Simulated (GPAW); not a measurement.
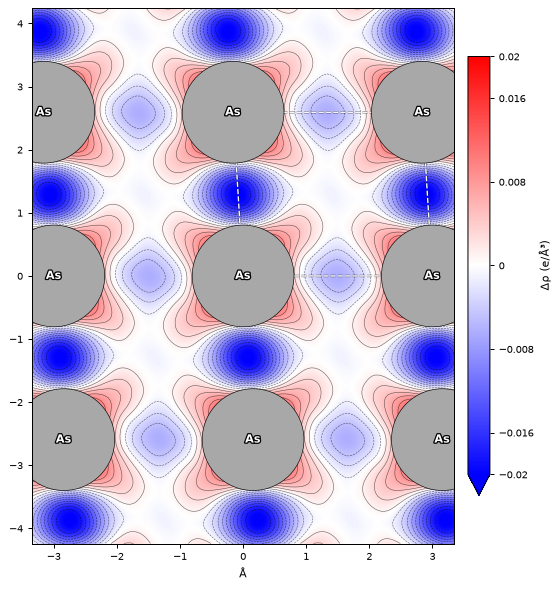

As. Difference of the valence pseudo-densities of two functionals at the same geometry, on the (001) plane of the calculation cell: one of LDA and PBE less the other.

Both computed with GPAW (plane waves, PAW), on the same k-point mesh. Grey discs cover the atomic cores.

```xyz
1
Lattice="2.9795 -0.1006 0.3238 -0.1006 2.5830 0.2619 0.3238 0.2619 2.5486" Properties=species:S:1:pos:R:3 pbc="T T T"
As    1.6013    1.3721    1.5671
```

Which was subtracted from which, and what does the map show?

It is LDA less PBE. Against PBE, LDA gives a change of −0.021 e/Å³ at the midpoint of As–As.
